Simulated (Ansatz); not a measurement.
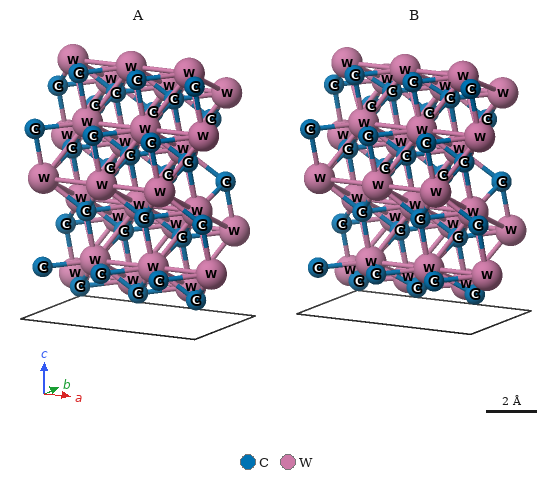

Two geometries of a slab of composition WC (cut from the P-6m2 phase), drawn at one scale. One is the start of a relaxation, the other its converged end. A ball-and-stick model of the 3 × 1 repeat of the cell, outlined in the plane, without the vacuum (origin shifted), seen slightly off an axis.

Theory: Ansatz, DFT PBE, scalar-relativistic, plane waves, PAW. Settings: plane-wave cutoff 420 eV; k-point mesh 12 × 6 × 1; occupations gaussian; smearing width 0.1 eV; no spin polarisation; dipole correction; atoms relaxed in a fixed cell; force threshold 0.02 eV/Å; at most 60 steps.

Which of the two is the end point?

Structure B is the relaxed one. The slab is the (2 0 1) face of WC. After 5 geometry steps the energy has fallen by 0.943 eV per cell of the calculation. The largest force component goes from 2.4 to 0.0053 eV/Å. The largest move relative to the layer's centre is that of a C atom, 0.29 Å at 42° to the normal (+c side). By element the largest moves are C 0.29 Å, W 0.18 Å. The cell doesn't change. Near-neighbour distances that change, for instance: C–W 2.207 → 2.045 Å, W–W 2.922 → 2.810 Å, C–W 2.207 → 2.098 Å, W–W 2.847 → 2.947 Å. Bond angles that change, for instance: W–C–W 135.1° → 147.0°, W–C–W 82.9° → 91.2°, W–C–W 135.1° → 141.8°.
